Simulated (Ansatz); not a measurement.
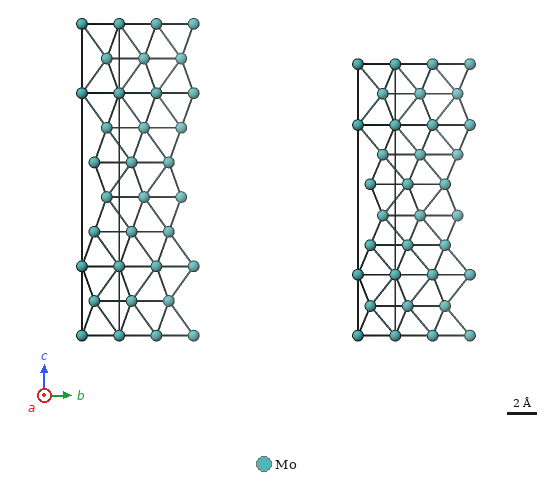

Two geometries of crystalline Mo (built on the samarium (9R)_166 type) (coarse preliminary run), drawn at one scale. One is the start of a relaxation, the other its converged end. A ball-and-stick model of the conventional cell (3 times the calculation's cell), repeated 1 × 3 × 1 with one cell outlined, seen along the a axis. Lengths and directions refer to the drawn axes.

The calculation used DFT PBE, scalar-relativistic, plane waves, PAW (Ansatz 0.2.0). (plane-wave cutoff 420 eV; k-point mesh 6 × 6 × 6; occupations gaussian; smearing width 0.1 eV; no spin polarisation; cell and atoms relaxed; force threshold 0.04 eV/Å; at most 70 steps)

Question: Which of the two is the end point?

Answer: The right one is the relaxed one. Case: samarium (9R) type (R-3m, No. 166). The largest moves relative to the cell, 0.040 Å, are those of Mo atoms. The drawn cell changes as follows: a = b 2.980 → 2.989 Å (+0.3 %), c 21.605 → 18.816 Å (−12.9 %); the volume changes by −12.4 %. Near-neighbour distances that change, for instance: Mo–Mo 2.954 → 2.680 Å, Mo–Mo 2.953 → 2.773 Å, Mo–Mo 2.980 → 2.989 Å. The space group stays R-3m (No. 166). Over 7 accepted moves (10 points after the start) the energy falls by 239 meV per atom. Largest force component: 0.14 eV/Å at the start, 0.0084 eV/Å at the end. The pressure goes from −24.98 to −0.13 GPa. The line search rejected the trial steps at points 4, 8 of the run. At 1 point the geometry stayed and the basis and grid were re-selected for the new cell (energy shift of 0.4 meV per atom at most each time).
